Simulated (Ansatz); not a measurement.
Geometry relaxation, with input and output: Rh

System: Rh (1 atom in the cell).
Method: DFT PBE, scalar-relativistic, plane waves, PAW, no spin polarisation (Ansatz 0.2.0).

The structure derives from an entry of the Crystallography Open Database. Figures and captions count atoms from 1; the log counts them from 0 in places.

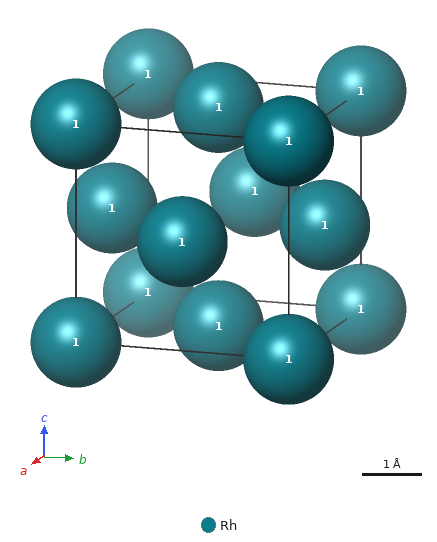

The starting structure (spheres-only view of the cell 4 times as large as that of the calculation, set on its symmetry axes, seen slightly off an axis; atoms are numbered from 1 in the order of the input). An atom can appear more than once, as a periodic image.

**The input**
```yaml
crystal:
  lattice:
    - [0.0, 1.9178870363, 1.9178870363]
    - [1.9178870363, 0.0, 1.9178870363]
    - [1.9178870363, 1.9178870363, 0.0]
  atoms:
    - { symbol: Rh, position: [0.0, 0.0, 0.0] }
basis:
  ecutwfc: 420
kpoints:
  mp_grid: { grid: [18, 18, 18] }
hamiltonian:
  xc: pbe
scf:
  occupations: { method: gaussian, width: 0.1 }
output:
  forces: true
  stress: true
  eigenvalues: true
relax:
  adjacent_minimum: "off"
  f_tol: 0.005
  max_steps: 80
  cell: { stress_tol: 0.05 }
```

Launched with:
```bash
ansatz run input.yaml --threads 4 --pin off --max-ram 11264MiB --backend cpu --events-out ev --progress --plain --runs-dir out
```

**Output**
```
Engine: ansatz 0.2.0, x86_64-unknown-linux-gnu
Pseudopotentials: kind: paw
Pseudopotential: Rh, paw, valence charge 17, recommended cutoff 420 eV (normal), Rh.paw.azcp
Functional definition: PBE
  parameter kappa = 0.804
  parameter beta = 0.06672455060314922
  exchange = pbe_x(kappa = kappa, mu = beta*pi^2/3)
  correlation = pbe_c(beta = beta)
Crystal: 1 atoms, lattice volume = 14.109 Å³
Basis set: ecut = 420 eV, 283 PW (Γ), exchange–correlation on 40×40×40 points (8 copies of the dense FFT grid, shifted against one another)
Bands: 13, of which v1, the nominal top of the filled ones, is band 9 counted from 1 (8 counted from 0)
Symmetry: 48 space group operations
Space group: Fm-3m (ITA 225), of the structure as read, at distance tolerance 2.4e-5 Å
k-points: 195 of 5832
Non-local potential: Rh, projectors of the file, l = 0: 3, l = 1: 2, l = 2: 2, l = 3: 1
PAW form: soft (Blöchl's): semilocal exchange-correlation on the pseudo side does not see the compensation charge
PAW one-centre angular grid: Rh, 590 points (default); XC on 64 Gauss nodes
Initial density: superposition of atomic densities (neutral atoms: chi_scale 0, normalization atom), corrected by the library's trained network
Initial wavefunctions: pseudopotential atomic-orbital guess
Functional: x = pbe(κ = 0.804, μ = 0.2195149727645171), c = pbe(β = 0.06672455060314922)
SCF iter   1: F=—  HF=-6402.891845 eV  |F-HF|=—  |Δ(HF+E_count)|=         —  Δρ=2.63e-3  dr2=2.05e-4  ethr=1.77e-3  ⟨swp⟩=5.0  Hψ=14038  notcnv=0
preconditioner: auto → none  [metal: Δε(μ)=0.008 eV  Ē_g=13.738 eV  σ=0.100 eV  W_gap=0.05  n_scr=0 (ndim 8)  ℏωp=29.7 eV  f_vac=0.000  D(μ)=1.44/eV (n_scr^D=14)]
SCF iter   2: F=—  HF=-6402.891915 eV  |F-HF|=—  |Δ(HF+E_count)|=   6.98e-5  Δρ=1.37e-3  dr2=5.11e-5  ethr=1.21e-6  ⟨swp⟩=2.7  Hψ=5862  notcnv=0
SCF iter   3: F=—  HF=-6402.891927 eV  |F-HF|=—  |Δ(HF+E_count)|=   1.27e-5  Δρ=6.21e-4  dr2=1.13e-5  ethr=3.00e-7  ⟨swp⟩=2.0  Hψ=3380  notcnv=0
SCF iter   4: F=—  HF=-6402.891935 eV  |F-HF|=—  |Δ(HF+E_count)|=   8.06e-6  Δρ=6.74e-5  dr2=3.39e-7  ethr=6.63e-8  ⟨swp⟩=2.5  Hψ=3866  notcnv=0
iter 5 did not close the SCF: its close was put off for the readings that it lacked (scf_convergence_deferred on its scf_iter line)
SCF iter   5: F=-6402.891935 eV  HF=-6402.891935 eV  |F-HF|=4.65e-9  |Δ(HF+E_count)|=   1.85e-8  Δρ=1.39e-5  dr2=1.09e-8  ethr=2.00e-9  ⟨swp⟩=2.1  Hψ=3642  notcnv=0
SCF iter   6: F=-6402.891935 eV  HF=-6402.891935 eV  |F-HF|=9.28e-11  |Δ(HF+E_count)|=   2.38e-9  Δρ=1.40e-6  dr2=1.66e-10  ethr=6.41e-11  ⟨swp⟩=2.7  Hψ=8369  notcnv=0
SCF 1 converged in 6 iterations: F = -6402.891935 eV  dr2 = 1.66e-10
  greatest PAW one-centre occupation: 1.000 electrons in one spin orbital (limit 2), on the Rh atom at site 0 (counted from 0), in its partial waves of l = 0
relax step   1: F+E_penalty+E_count = -6402.89193547 eV  Δ(F+E_penalty+E_count) = +0.000e0 eV  max|allowed force component| = 0.000e0 eV/Å  Δτ_max = 0.0000 Å  P = -1.162 GPa  Ω = 14.109 Å³  (6 SCF iters, dr2 threshold 1.00e-7 eV, accepted)
Crystal: 1 atoms, lattice volume = 13.989 Å³
Initial density: handed on by an earlier stage of this run
Initial wavefunctions: those handed on with the density
iter 1 solved again at ethr=5.30e-7 eV; its pass at ethr=3.10e-3 eV (dr2=9.01e-5 eV) is discarded
SCF iter   1: F=—  HF=-6402.892095 eV  |F-HF|=—  |Δ(HF+E_count)|=         —  Δρ=8.43e-4  dr2=9.04e-5  ethr=5.30e-7  ⟨swp⟩=2.0  Hψ=16853  notcnv=0
preconditioner: auto → none  [metal: Δε(μ)=0.010 eV  Ē_g=13.827 eV  σ=0.100 eV  W_gap=0.06  n_scr=0 (ndim 8)  ℏωp=29.8 eV  f_vac=0.000  D(μ)=1.42/eV (n_scr^D=14)]
SCF iter   2: F=—  HF=-6402.892076 eV  |F-HF|=—  |Δ(HF+E_count)|=   1.89e-5  Δρ=4.10e-4  dr2=1.04e-5  ethr=5.30e-7  ⟨swp⟩=2.2  Hψ=3588  notcnv=0
SCF iter   3: F=—  HF=-6402.892074 eV  |F-HF|=—  |Δ(HF+E_count)|=   2.07e-6  Δρ=1.68e-4  dr2=1.29e-6  ethr=6.13e-8  ⟨swp⟩=2.7  Hψ=3920  notcnv=0
SCF iter   4: F=-6402.892074 eV  HF=-6402.892074 eV  |F-HF|=6.67e-9  |Δ(HF+E_count)|=   3.54e-7  Δρ=1.54e-5  dr2=7.65e-9  ethr=5.88e-10  ⟨swp⟩=3.0  Hψ=9140  notcnv=0
SCF 2 converged in 4 iterations: F = -6402.892074 eV  dr2 = 7.65e-9
relax step   2: F+E_penalty+E_count = -6402.89207408 eV  Δ(F+E_penalty+E_count) = -1.386e-4 eV  max|allowed force component| = 0.000e0 eV/Å  Δτ_max = 0.0000 Å  P = +1.030 GPa  Ω = 13.989 Å³  energy of the carried Pulay correction = +8.179e-5 eV  (4 SCF iters, dr2 threshold 1.00e-7 eV, accepted)
Crystal: 1 atoms, lattice volume = 14.045 Å³
iter 1 solved again at ethr=1.08e-7 eV; its pass at ethr=3.10e-3 eV (dr2=1.83e-5 eV) is discarded
SCF iter   1: F=—  HF=-6402.892219 eV  |F-HF|=—  |Δ(HF+E_count)|=         —  Δρ=3.88e-4  dr2=1.97e-5  ethr=1.08e-7  ⟨swp⟩=2.0  Hψ=16418  notcnv=0
preconditioner: auto → none  [metal: Δε(μ)=0.009 eV  Ē_g=13.787 eV  σ=0.100 eV  W_gap=0.05  n_scr=0 (ndim 8)  ℏωp=29.7 eV  f_vac=0.000  D(μ)=1.43/eV (n_scr^D=14)]
SCF iter   2: F=—  HF=-6402.892214 eV  |F-HF|=—  |Δ(HF+E_count)|=   4.63e-6  Δρ=1.88e-4  dr2=2.27e-6  ethr=1.08e-7  ⟨swp⟩=2.3  Hψ=3685  notcnv=0
SCF iter   3: F=—  HF=-6402.892214 eV  |F-HF|=—  |Δ(HF+E_count)|=   4.85e-7  Δρ=7.50e-5  dr2=2.62e-7  ethr=1.33e-8  ⟨swp⟩=2.6  Hψ=3901  notcnv=0
SCF iter   4: F=-6402.892214 eV  HF=-6402.892214 eV  |F-HF|=1.20e-9  |Δ(HF+E_count)|=   6.27e-8  Δρ=6.54e-6  dr2=1.36e-9  ethr=5.88e-10  ⟨swp⟩=3.6  Hψ=6814  notcnv=0
SCF 3 converged in 4 iterations: F = -6402.892214 eV  dr2 = 1.36e-9
relax step   3: F+E_penalty+E_count = -6402.89221359 eV  Δ(F+E_penalty+E_count) = -1.395e-4 eV  max|allowed force component| = 0.000e0 eV/Å  Δτ_max = 0.0000 Å  P = -0.010 GPa  Ω = 14.045 Å³  energy of the carried Pulay correction = +4.345e-5 eV  (4 SCF iters, dr2 threshold 1.00e-7 eV, accepted)
Initial wavefunctions: pseudopotential atomic-orbital guess (no wavefunctions were taken with the density)
iter 1 solved again at ethr=1.84e-8 eV; its pass at ethr=3.10e-3 eV (dr2=3.13e-6 eV) is discarded
SCF iter   1: F=—  HF=-6402.892171 eV  |F-HF|=—  |Δ(HF+E_count)|=         —  Δρ=1.56e-5  dr2=4.74e-9  ethr=1.84e-8  ⟨swp⟩=3.0  Hψ=20843  notcnv=0
preconditioner: auto → none  [metal: Δε(μ)=0.010 eV  Ē_g=13.786 eV  σ=0.100 eV  W_gap=0.05  n_scr=0 (ndim 8)  ℏωp=29.7 eV  f_vac=0.000  D(μ)=1.43/eV (n_scr^D=14)]
SCF iter   2: F=—  HF=-6402.892171 eV  |F-HF|=—  |Δ(HF+E_count)|=   1.36e-7  Δρ=7.70e-6  dr2=1.17e-9  ethr=2.79e-11  ⟨swp⟩=2.1  Hψ=4134  notcnv=0
SCF iter   3: F=—  HF=-6402.892171 eV  |F-HF|=—  |Δ(HF+E_count)|=   1.60e-9  Δρ=2.00e-6  dr2=4.63e-10  ethr=6.88e-12  ⟨swp⟩=2.2  Hψ=3552  notcnv=0
SCF iter   4: F=-6402.892171 eV  HF=-6402.892171 eV  |F-HF|=9.09e-13  |Δ(HF+E_count)|=  9.46e-11  Δρ=4.00e-7  dr2=6.59e-12  ethr=1.00e-12  ⟨swp⟩=4.0  Hψ=11584  notcnv=0
SCF 4 converged in 4 iterations: F = -6402.892171 eV  dr2 = 6.59e-12
relax step   4: F+E_penalty+E_count = -6402.89217052 eV  Δ(F+E_penalty+E_count) = +4.307e-5 eV  max|allowed force component| = 0.000e0 eV/Å  Δτ_max = 0.0000 Å  P = -0.008 GPa  Ω = 14.045 Å³  stress off target by 8.32e-3 GPa  SCF on the basis re-selected at this cell (its energy is not comparable with the rows above)  (4 SCF iters)
```

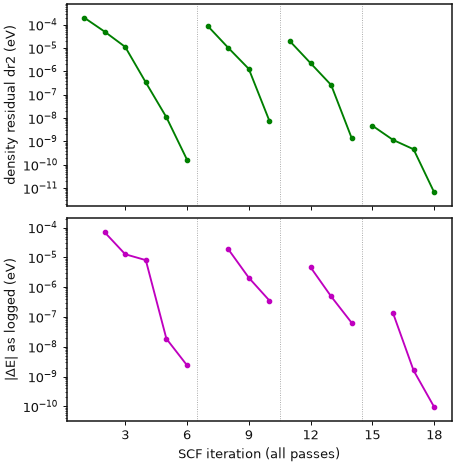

Convergence of the self-consistent field: density residual dr2 and size of the energy change against the SCF iteration. The dotted lines part the SCF passes of the relaxation: geometry steps, rejected trials and re-solves on a re-selected basis. The passes take 6, 4, 4 and 4 iterations.

```
basis re-selected at this cell: Δ(F+E_penalty+E_count) = +4.307e-5 eV, ΔP = +0.002 GPa vs the last step (what re-selecting the basis moved, of the pressure what is left beyond the Pulay correction that the steps carried, after the strain that the cell walked since its last selection, with what the two solves' SCF thresholds leave and, on support functions, any second-order correction that the steps lacked; it is no measure of the basis error at this ecutwfc). This SCF's stress stands 8.32e-3 GPa from its target on what of the cell is left free (relax.cell.stress_tol is 5.00e-2 GPa) and its largest allowed force component is 0.00e0 eV/Å (relax.f_tol is 5.00e-3 eV/Å): within both
SCF converged after 4 iterations
Free energy (F): -6402.892171 eV
Harris-Foulkes:  -6402.892171 eV  (|F-HF|=9.09e-13)
Internal energy: -6402.885011 eV  (E = F + TS)
E sigma→0 (E₀):  -6402.888591 eV
Entropy (-TS):   -0.007160 eV (-7.160 meV/atom)
Fermi energy:    21.790081 eV
--- Per-component energies (eV) ---
  E_band       = -94.228447
  E_kinetic    = 572.781183
  E_local      = -1589.268708  (includes V_loc(G=0)·N_el)
  E_nonlocal   = 354.503952
  E_hartree    = 558.564399
  E_xc         = -221.765244
  E_vxc        = -278.387676  (∫ρ·V_xc dr)
  E_paw        = -3586.839653  (= ΣΔE_a)
  E_vpaw       = -270.986909  (= ΣTr[D̂ρ^β])
  E_aug_tail   = 0.000884  (compensation charges beyond the density's cutoff)
  E_ewald      = -2490.861824
  E_smearing   = -0.007160  (= −TS)
  E_closure    = -0.000000  (closes the sum)
  Σ components = -6402.892171   (vs F -6402.892171, Δ=0.00e0)
--- Forces (eV/Å), atoms counted from 1 ---
  atom   1  Rh    -0.00000000     0.00000000    -0.00000000
  max |Σ_I F_I| component: 9.45e-32 eV/Å
--- Stress (GPa, compression-positive) ---
       -0.008317      -0.000000      -0.000000
       -0.000000      -0.008317      -0.000000
       -0.000000      -0.000000      -0.008317
  P = ⅓ Tr σ = -0.0083 GPa (-0.083 kbar)
--- Band table (eV; the first three rows and the last of 195) ---
  k-point 0: bands = ["-57.0355", "-24.5299", "-24.5299", "-24.5299", "13.9782", "18.8025", "18.8025", "18.8025", "20.8187", "20.8187", "37.6074", "42.8292", "42.8292"]
  k-point 1: bands = ["-57.0324", "-24.5511", "-24.5328", "-24.5328", "14.1003", "18.7493", "18.8501", "18.8501", "20.7925", "20.7925", "37.7786", "42.1738", "43.0026"]
  k-point 2: bands = ["-57.0236", "-24.6119", "-24.5411", "-24.5411", "14.4513", "18.6159", "18.9745", "18.9745", "20.7363", "20.7363", "38.2342", "40.7854", "43.5073"]
  k-point 194: bands = ["-56.8986", "-25.0122", "-24.9443", "-24.7873", "16.8706", "17.6759", "18.5678", "20.6897", "22.7363", "30.4940", "31.9666", "32.8395", "34.2419"]
--- Relaxed structure (3 steps of the walk, 3 accepted, 1 SCFs on fresh bases) ---
  F+E_penalty+E_count = -6402.89217052 eV   max|allowed force component| = 0.000e0 eV/Å   (the final SCF, on the basis selected at the relaxed cell)
  cell:  # Å, volume = 14.0452 Å³
    - [1.7833802115134566e-34, 1.9149890288588576, 1.9149890288588576]
    - [1.9149890288588576, 3.3159725807828333e-34, 1.9149890288588576]
    - [1.9149890288588576, 1.9149890288588576, 2.0421295725589356e-34]
  atoms:
    - { symbol: Rh, position: [0.0, 0.0, 0.0] }
```

**Trajectory as extended XYZ (Å, eV, eV/Å), 4 frames, from step=1 to step=4**
```
1
Lattice="0.0000 1.9179 1.9179 1.9179 0.0000 1.9179 1.9179 1.9179 0.0000" Properties=species:S:1:pos:R:3:forces:R:3 step=1 energy=-6402.89193 pressure_GPa=-1.16
Rh    0.0000    0.0000    0.0000    0.0000   0.0000   0.0000
1
Lattice="0.0000 1.9124 1.9124 1.9124 0.0000 1.9124 1.9124 1.9124 0.0000" Properties=species:S:1:pos:R:3:forces:R:3 step=2 energy=-6402.89207 pressure_GPa=1.03
Rh    0.0000    0.0000    0.0000    0.0000   0.0000   0.0000
1
Lattice="0.0000 1.9150 1.9150 1.9150 0.0000 1.9150 1.9150 1.9150 0.0000" Properties=species:S:1:pos:R:3:forces:R:3 step=3 energy=-6402.89221 pressure_GPa=-0.01
Rh    0.0000    0.0000    0.0000    0.0000   0.0000   0.0000
1
Lattice="0.0000 1.9150 1.9150 1.9150 0.0000 1.9150 1.9150 1.9150 0.0000" Properties=species:S:1:pos:R:3:forces:R:3 step=4 energy=-6402.89217 pressure_GPa=-0.01
Rh    0.0000    0.0000    0.0000    0.0000   0.0000   0.0000
```

**Results in brief**

| quantity | value |
| --- | --- |
| outcome | converged |
| space group (tolerance 0.01 Å) | Fm-3m (225) |
| electrons treated | 17 |
| free energy | −6402.8922 eV |
| Fermi energy | 21.790 eV |
| gap on the k-point mesh | none (metallic) |
| pressure | −0.01 GPa |
| final volume | 14.05 Å³ |
| largest force (length of the vector) at the end | under 0.001 eV/Å |
| final cell | a = 2.708 Å, b = 2.708 Å, c = 2.708 Å, α = 60.00°, β = 60.00°, γ = 60.00° |
| hardware | 4 threads of AMD EPYC (Zen 3), 32 GiB of memory available, shared host |
| wall time | 2.1 s (CPU time 7.2 s) |
| peak memory | 0.38 GiB |
